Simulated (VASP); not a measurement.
Band-structure run, with input and output: CdO

- system: CdO (2 atoms in the cell)
- method: Kohn-Sham DFT of a periodic cell, LDA, VASP PAW LDA potentials, recommended, no spin polarisation (VASP 6.6.1)

The structure derives from an entry of the Crystallography Open Database.

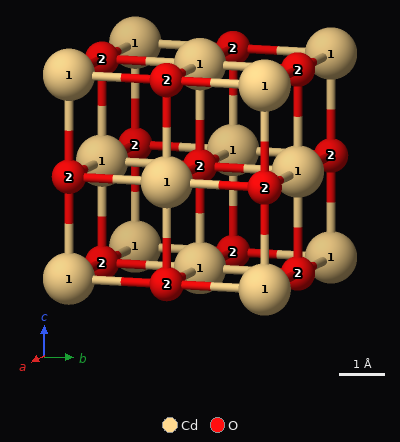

**Figure 1.** The structure as given in the input (ball-and-stick view of the cell 4 times as large as that of the calculation, set on its symmetry axes, seen slightly off an axis; atoms are numbered from 1 in the order of the input).

Results in brief:

| quantity | value |
| --- | --- |
| outcome | converged |
| space group (tolerance 0.01 Å) | Fm-3m (225) |
| electrons treated | 18 |
| free energy | −9.3332 eV |
| Fermi energy of the self-consistent step | 1.825 eV |
| gap on the k-point mesh | none (metallic) |
| gap on the band path | 0.00 eV |
| pressure | −3.97 GPa |
| largest force (length of the vector) | under 0.001 eV/Å |
| hardware | 1 thread of Intel Xeon @ 2.50GHz (Skylake/Cascade Lake), 128 GiB of memory available, shared host |
| wall time | 48 s |
| peak memory | 0.15 GiB |

INCAR:
```
SYSTEM = CdO
PREC = Accurate ; ENCUT = 520
EDIFF = 1E-7 ; ISMEAR = 0
SIGMA = 0.02 ; LREAL = .False.
LASPH = .True. ; NELM = 100
ALGO = Fast ; ISIF = 2
LWAVE = .False. ; LCHARG = .False.
```

KPOINTS:
```
Automatic mesh
0
Gamma
  8 8 8
  0 0 0
```

KPOINTS_OPT:
```
path GXWKGLUWLK,UX
20
line-mode
reciprocal
 0.0000000000  0.0000000000  0.0000000000  G
 0.5000000000  0.0000000000  0.5000000000  X

 0.5000000000  0.0000000000  0.5000000000  X
 0.5000000000  0.2500000000  0.7500000000  W

 0.5000000000  0.2500000000  0.7500000000  W
 0.3750000000  0.3750000000  0.7500000000  K

 0.3750000000  0.3750000000  0.7500000000  K
 0.0000000000  0.0000000000  0.0000000000  G

 0.0000000000  0.0000000000  0.0000000000  G
 0.5000000000  0.5000000000  0.5000000000  L

 0.5000000000  0.5000000000  0.5000000000  L
 0.6250000000  0.2500000000  0.6250000000  U

 0.6250000000  0.2500000000  0.6250000000  U
 0.5000000000  0.2500000000  0.7500000000  W

 0.5000000000  0.2500000000  0.7500000000  W
 0.5000000000  0.5000000000  0.5000000000  L

 0.5000000000  0.5000000000  0.5000000000  L
 0.3750000000  0.3750000000  0.7500000000  K

 0.6250000000  0.2500000000  0.6250000000  U
 0.5000000000  0.0000000000  0.5000000000  X
```

POSCAR:
```
CdO
1.0
    0.0000000000      2.3476500000      2.3476500000
    2.3476500000      0.0000000000      2.3476500000
    2.3476500000      2.3476500000      0.0000000000
Cd O
1 1
Direct
    0.0000000000      0.0000000000      0.0000000000
    0.5000000000      0.5000000000      0.5000000000
```

Launch command:
```bash
cat potpaw_LDA.64/Cd/POTCAR potpaw_LDA.64/O/POTCAR > POTCAR
mpirun -np 1 vasp_std > vasp.out
```

OSZICAR:
```
N       E                     dE             d eps       ncg     rms          rms(c)
DAV:   1     0.116355014065E+03    0.11636E+03   -0.10695E+04   802   0.143E+03
DAV:   2    -0.669457061192E+01   -0.12305E+03   -0.11475E+03   839   0.331E+02
DAV:   3    -0.110068952784E+02   -0.43123E+01   -0.42988E+01   834   0.688E+01
DAV:   4    -0.110198690787E+02   -0.12974E-01   -0.12973E-01   834   0.393E+00
DAV:   5    -0.110199026553E+02   -0.33577E-04   -0.33577E-04   799   0.190E-01    0.104E+01
RMM:   6    -0.948732319003E+01    0.15326E+01   -0.44579E+00   759   0.146E+01    0.101E+01
RMM:   7    -0.936385344386E+01    0.12347E+00   -0.25453E-01   761   0.528E+00    0.463E+00
RMM:   8    -0.933788649664E+01    0.25967E-01   -0.10051E-01   762   0.304E+00    0.114E+00
RMM:   9    -0.933346845525E+01    0.44180E-02   -0.37498E-03   779   0.734E-01    0.168E-01
RMM:  10    -0.933327947379E+01    0.18898E-03   -0.25184E-03   806   0.348E-01    0.144E-01
[... 43 further cycles ...]
DAV:   5    -0.226826109566E+04   -0.12861E-02      759
DAV:   6    -0.226826110171E+04   -0.60437E-05      764
DAV:   7    -0.226826110174E+04   -0.32420E-07      522
       N       E                     dE             ncg
DAV:   1     0.323942879871E+04   -0.19685E+05      716
DAV:   2     0.138135869066E+03   -0.31013E+04      796
DAV:   3     0.435432811934E+02   -0.94593E+02      741
DAV:   4     0.432437224813E+02   -0.29956E+00      811
DAV:   5     0.432428788725E+02   -0.84361E-03      706
DAV:   6     0.432428751066E+02   -0.37658E-05      846
DAV:   7     0.432428750873E+02   -0.19346E-07      498
```

Parts of OUTCAR:
```
SYSTEM = CdO
   PREC = Accurate
   ENCUT = 520
   EDIFF = 1E-7
   ISMEAR = 0
   LREAL = .False.
   LASPH = .True.
   NELM = 100
   ISIF = 2

 ion  position               nearest neighbor table
   1  0.000  0.000  0.000-   2 2.35   2 2.35   2 2.35   2 2.35   2 2.35   2 2.35
   2  0.500  0.500  0.500-   1 2.35   1 2.35   1 2.35   1 2.35   1 2.35   1 2.35

  LATTYP: Found a face centered cubic cell.
 ALAT       =     4.6953000000

  Lattice vectors:

 A1 = (   0.0000000000,   2.3476500000,   2.3476500000)
 A2 = (   2.3476500000,   0.0000000000,   2.3476500000)
 A3 = (   2.3476500000,   2.3476500000,   0.0000000000)

Analysis of symmetry for initial positions (statically):
=====================================================================
 Subroutine PRICEL returns:
 Original cell was already a primitive cell.

 Routine SETGRP: Setting up the symmetry group for a
 face centered cubic supercell.

 Subroutine GETGRP returns: Found 48 space group operations
 (whereof 48 operations were pure point group operations)
 out of a pool of 48 trial point group operations.

The static configuration has the point symmetry O_h .

Analysis of symmetry for dynamics (positions and initial velocities):
=====================================================================
 Subroutine PRICEL returns:
 Original cell was already a primitive cell.

 Routine SETGRP: Setting up the symmetry group for a
 face centered cubic supercell.

 Subroutine GETGRP returns: Found 48 space group operations
 (whereof 48 operations were pure point group operations)
 out of a pool of 48 trial point group operations.

The dynamic configuration has the point symmetry O_h .

 Subroutine INISYM returns: Found 48 space group operations
 (whereof 48 operations are pure point group operations),
 and found     1 'primitive' translations

----------------------------------------------------------------------------------------

                                     Primitive cell

  volume of cell :      25.8780

  direct lattice vectors                    reciprocal lattice vectors
     0.000000000  2.347650000  2.347650000    -0.212978936  0.212978936  0.212978936
     2.347650000  0.000000000  2.347650000     0.212978936 -0.212978936  0.212978936
     2.347650000  2.347650000  0.000000000     0.212978936  0.212978936 -0.212978936

  length of vectors
     3.320078470  3.320078470  3.320078470     0.368890339  0.368890339  0.368890339

  position of ions in fractional coordinates (direct lattice)
     0.000000000  0.000000000  0.000000000
     0.500000000  0.500000000  0.500000000

  ion indices of the primitive-cell ions
   primitive index   ion index
                 1           1
                 2           2

----------------------------------------------------------------------------------------

 KPOINTS: Automatic mesh

Automatic generation of k-mesh.
 Grid dimensions read from file:
 generate k-points for:    8    8    8

 Generating k-lattice:

  Cartesian coordinates                     Fractional coordinates (reciprocal lattice)
    -0.026622367  0.026622367  0.026622367     0.125000000  0.000000000  0.000000000
     0.026622367 -0.026622367  0.026622367     0.000000000  0.125000000  0.000000000
     0.026622367  0.026622367 -0.026622367     0.000000000  0.000000000  0.125000000

  Length of vectors
     0.046111292  0.046111292  0.046111292

  Shift w.r.t. Gamma in fractional coordinates (k-lattice)
     0.000000000  0.000000000  0.000000000

 Subroutine IBZKPT returns following result:
 ===========================================

 Found     29 irreducible k-points:

 Following reciprocal coordinates:
            Coordinates               Weight
  0.000000  0.000000  0.000000      1.000000
  0.125000  0.000000  0.000000      8.000000
  0.250000  0.000000  0.000000      8.000000
  0.375000  0.000000  0.000000      8.000000
  0.500000  0.000000  0.000000      4.000000
  0.125000  0.125000  0.000000      6.000000
  0.250000  0.125000  0.000000     24.000000
  0.375000  0.125000  0.000000     24.000000
  0.500000  0.125000  0.000000     24.000000
 -0.375000  0.125000  0.000000     24.000000
 -0.250000  0.125000  0.000000     24.000000
 -0.125000  0.125000  0.000000     12.000000
  0.250000  0.250000  0.000000      6.000000
  0.375000  0.250000  0.000000     24.000000
  0.500000  0.250000  0.000000     24.000000
 -0.375000  0.250000  0.000000     24.000000
 -0.250000  0.250000  0.000000     12.000000
  0.375000  0.375000  0.000000      6.000000
  0.500000  0.375000  0.000000     24.000000
 -0.375000  0.375000  0.000000     12.000000
  0.500000  0.500000  0.000000      3.000000
  0.375000  0.250000  0.125000     24.000000
  0.500000  0.250000  0.125000     48.000000
 -0.375000  0.250000  0.125000     24.000000
 [... further k-points ...]
   k-points           NKPTS =     29   k-points in BZ     NKDIM =     29   number of bands    NBANDS=     13
   number of dos      NEDOS =    301   number of ions     NIONS =      2
   total plane-waves  NPLWV =  21952
   dimension x,y,z NGX =    28 NGY =   28 NGZ =   28
   dimension x,y,z NGXF=    56 NGYF=   56 NGZF=   56
   ions per type =               1   1
   NGX,Y,Z   is equivalent  to a cutoff of  14.02, 14.02, 14.02 a.u.
   NGXF,Y,Z  is equivalent  to a cutoff of  28.04, 28.04, 28.04 a.u.
 SYSTEM =  CdO
   PREC   = accura    normal or accurate (medium, high low for compatibility)
   ISTART =      0    job   : 0-new  1-cont  2-samecut
   ICHARG =      2    charge: 1-file 2-atom 10-const
   ISPIN  =      1    spin polarized calculation?
   LNONCOLLINEAR =      F non collinear calculations
   LSORBIT =      F    spin-orbit coupling
   LASPH  =      T    aspherical Exc in radial PAW
   ENCUT  =  520.0 eV  38.22 Ry    6.18 a.u.   6.17  6.17  6.17*2*pi/ulx,y,z
   NELM   =    100;   NELMIN=  2; NELMDL= -5     # of ELM steps
   EDIFF  = 0.1E-06   stopping-criterion for ELM
   LREAL  =      F    real-space projection
   EDIFFG = 0.1E-05   stopping-criterion for IOM
   NSW    =      0    number of steps for IOM
   IBRION =     -1    ionic relax: 0-MD 1-quasi-New 2-CG
   NFREE  =      0    steps in history (QN), initial steepest desc. (CG)
   ISIF   =      2    stress and relaxation
   ISYM   =      2    0-nonsym 1-usesym 2-fastsym
   POTIM  = 0.5000    time-step for ionic-motion
   TEBEG  =    0.0;   TEEND  =   0.0 temperature during run
   PSTRESS=    0.0 pullay stress
   NELECT =      18.0000    total number of electrons
   NUPDOWN=      -1.0000    fix difference up-down
   EMIN   =  10.00;   EMAX   =-10.00  energy-range for DOS
   EFERMI =   0.00;   METHOD = LEGACY
   ISMEAR =     0;   SIGMA  =   0.02  broadening in eV -4-tet -1-fermi 0-gaus
   EFERMI_NEDOS =   21; number of points for ismear=-14 and -15
   IALGO  =     68    algorithm
   IMIX   =      4    mixing-type and parameters
     AMIX     =   0.40;   BMIX     =  1.00
     AMIX_MAG =   1.60;   BMIX_MAG =  1.00
  volume/ion in A,a.u.               =      12.94        87.32
  Fermi-wavevector in a.u.,A,eV,Ry     =   1.450515  2.741076 28.626585  2.103995
  Thomas-Fermi vector in A             =   2.568118
   LORBIT       =      0    0 simple, 1 ext, 2 COOP (PROOUT), +10 PAW based schemes
   GGA     = CA    functional components
   LHFCALC =     F    Hartree Fock is set to
   AEXX    =    0.0000 exact exchange contribution
   IVDW    =     0    specifies the selected vdW correction
   LEPSILON=     F    determine dielectric tensor
   LRPA    =     F    only Hartree local field effects (RPA)
 non-spin polarized calculation
 RMM-DIIS sequential band-by-band and
 Gauss-broadening in eV      SIGMA  =   0.02
  energy-cutoff  :      520.00
  volume of cell :       25.88
 maximum number of plane-waves:       725
 NGX is ok and might be reduce to    28
   NGX = 13   NGY = 13   NGZ = 13

 number of electron      18.0000003 magnetization

 Free energy of the ion-electron system (eV)
  ---------------------------------------------------
  ext. energy  EPLUGINS =         0.00000000
  ---------------------------------------------------
  free energy    TOTEN  =        -9.33315103 eV

  energy without entropy =       -9.33306005  energy(sigma->0) =       -9.33310554

 E-fermi :   1.8249     XC(G=0): -12.2104     alpha+bet : -8.6251

 val. band max:        1.8086331590   @ k =   0.5000   0.0000   0.0000
 cond. band min:       2.6844092927   @ k =   0.1250   0.0000   0.0000
 fundamental gap:      0.8757761337
 Fermi energy:         1.8249015630

 k-point     1 :       0.0000    0.0000    0.0000
  band No.  band energies     occupation
      1     -15.3341      2.00000
      2      -4.8732      2.00000
      3      -4.8732      2.00000
      4      -4.8732      2.00000
      5      -4.5692      2.00000
      6      -4.5692      2.00000
      7       0.4255      2.00000
      8       0.4255      2.00000
      9       0.4255      2.00000
     10       1.3008      2.00000
     11      16.6186      0.00000
     12      18.6991      0.00000
     13      18.6991      0.00000

 k-point     2 :       0.1250    0.0000    0.0000
  band No.  band energies     occupation
      1     -15.2199      2.00000
      2      -4.9442      2.00000
      3      -4.8634      2.00000
      4      -4.8634      2.00000
      5      -4.6590      2.00000
      6      -4.6590      2.00000
      7      -0.7387      2.00000
      8       0.6442      2.00000
      9       0.6442      2.00000
     10       2.6844      0.00000
     11      14.7473      0.00000
     12      17.4322      0.00000
     13      17.4322      0.00000

 k-point     3 :       0.2500    0.0000    0.0000
  band No.  band energies     occupation
      1     -14.9298      2.00000
      2      -5.2283      2.00000
      3      -5.1120      2.00000
      4      -5.1120      2.00000
      5      -4.5585      2.00000
      6      -4.5585      2.00000
      7      -1.7060      2.00000
      8       1.1416      2.00000
      9       1.1416      2.00000
     10       4.3442      0.00000
     11      11.8739      0.00000
     12      15.5008      0.00000
     13      15.5008      0.00000

 k-point     4 :       0.3750    0.0000    0.0000
  band No.  band energies     occupation
      1     -14.6135      2.00000
      2      -5.6791      2.00000
      3      -5.3912      2.00000
      4      -5.3912      2.00000
      5      -4.3787      2.00000
      6      -4.3787      2.00000
      7      -2.0281      2.00000
      8       1.6150      2.00000
      9       1.6150      2.00000
     10       5.6102      0.00000
     11       9.7662      0.00000
     12      14.0473      0.00000
     13      14.0473      0.00000

 k-point     5 :       0.5000    0.0000    0.0000
  band No.  band energies     occupation
      1     -14.4731      2.00000
      2      -5.9062      2.00000
      3      -5.4996      2.00000
      4      -5.4996      2.00000
      5      -4.2998      2.00000
      6      -4.2998      2.00000
      7      -2.0513      2.00000
      8       1.8086      1.75000
      9       1.8086      1.75000
     10       6.0947      0.00000
     11       8.9866      0.00000
     12      13.5110      0.00000
     13      13.5110      0.00000

 [... the levels of 18 k-points are left out ...]

 k-point    24 :      -0.3750    0.2500    0.1250
  band No.  band energies     occupation
      1     -14.5011      2.00000
      2      -5.5208      2.00000
      3      -5.2062      2.00000
      4      -5.1985      2.00000
      5      -4.2993      2.00000
      6      -4.2925      2.00000
      7      -1.9039      2.00000
      8       0.1897      2.00000
      9       1.1615      2.00000
     10       8.0458      0.00000
     11       8.3426      0.00000
     12      11.5190      0.00000
     13      13.7687      0.00000

 [... further k-points ...]

------------------------ aborting loop because EDIFF is reached ----------------------------------------

  FORCE on cell =-STRESS in cart. coord.  units (eV):
  Direction    XX          YY          ZZ          XY          YZ          ZX
  --------------------------------------------------------------------------------------
  -------------------------------------------------------------------------------------
  Total       -0.6412323     -0.6412323     -0.6412323      0.0000000      0.0000000      0.0000000
  in kB      -39.7004932    -39.7004932    -39.7004932      0.0000000      0.0000000      0.0000000
  external PRESSURE =     -39.7004932 kB  Pullay stress =       0.0000000 kB

 VOLUME and BASIS-vectors are now :
 -----------------------------------------------------------------------------
  energy-cutoff  :      520.00
  volume of cell :       25.88
      direct lattice vectors                 reciprocal lattice vectors
     0.000000000  2.347650000  2.347650000    -0.212978936  0.212978936  0.212978936
     2.347650000  0.000000000  2.347650000     0.212978936 -0.212978936  0.212978936
     2.347650000  2.347650000  0.000000000     0.212978936  0.212978936 -0.212978936

 POSITION                                       TOTAL-FORCE (eV/Angst)
 -----------------------------------------------------------------------------------
      0.00000      0.00000      0.00000         0.000000      0.000000      0.000000
      2.34765      2.34765      2.34765         0.000000      0.000000     -0.000000
 -----------------------------------------------------------------------------------
    total drift:                                0.000000      0.000000      0.000000

  FREE ENERGIE OF THE ION-ELECTRON SYSTEM (eV)
  ---------------------------------------------------
  free  energy   TOTEN  =        -9.3331510258 eV

  energy  without entropy=       -9.3330600498  energy(sigma->0) =       -9.33310554
```

CONTCAR:
```
CdO
   1.00000000000000
     0.0000000000000000    2.3476499999999998    2.3476499999999998
     2.3476499999999998    0.0000000000000000    2.3476499999999998
     2.3476499999999998    2.3476499999999998    0.0000000000000000
  Cd              O
     1     1
Direct
     0.0000000000000000    0.0000000000000000    0.0000000000000000
     0.5000000000000000    0.5000000000000000    0.5000000000000000

  0.00000000E+00  0.00000000E+00  0.00000000E+00
  0.00000000E+00  0.00000000E+00  0.00000000E+00
```
